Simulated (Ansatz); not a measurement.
Al

```
CELL_PARAMETERS angstrom
2.74214 0.00000 0.00000
-1.37107 2.37477 0.00000
0.00000 0.00000 4.62351
ATOMIC_POSITIONS crystal
Al 0.66667 0.33333 0.75000
Al 0.33333 0.66667 0.25000
```

Space group P6₃/mmc; a structure from a database of computed crystals, not necessarily the ambient phase; changed on purpose from its base cell (strain -0.025 along x and y, -0.050 along z, atoms carried along); computed pressure about 6 GPa in this cell.

The calculation used Ansatz 0.2.0, DFT r2SCAN, scalar-relativistic, plane waves, PAW.

What will maps of the valence pseudo-density and electron localisation function show?

Al–Al (2.74 Å): the density is about 0.23 e/Å³ at the midpoint; the ELF peaks at about 0.65 between the atoms.

Metal or insulator at this level of theory?

It is gapless in this calculation (a metal or semimetal).

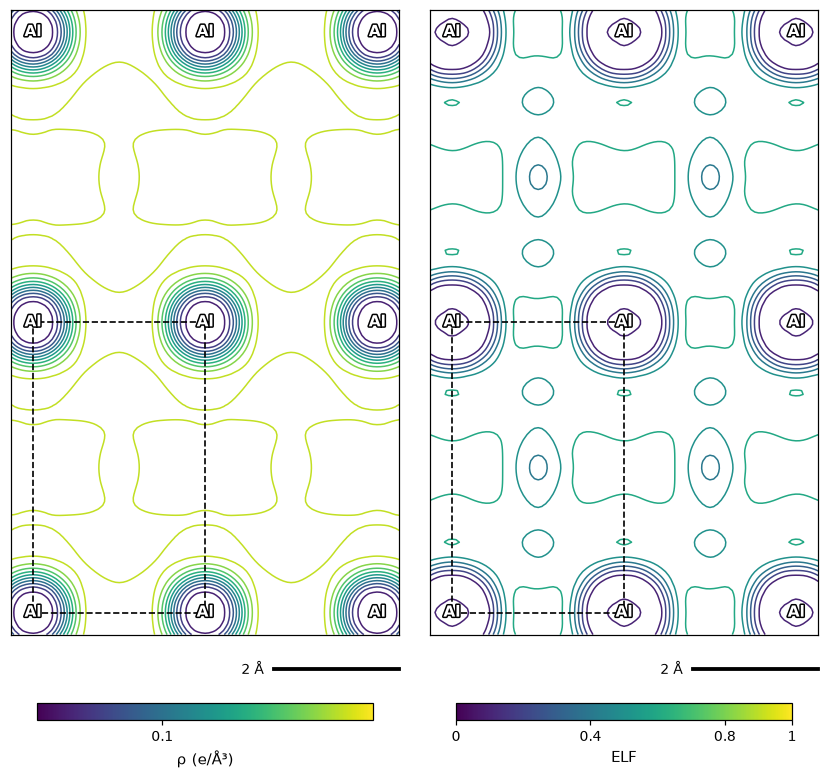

Computed valence pseudo-density and electron localisation function on the (010) plane of the conventional cell, in this order. Atoms just off the plane (Al, 0.8 Å away) can leave unmarked features too.

In a PAW calculation such maps are meaningful between the atoms, not at the nuclei.
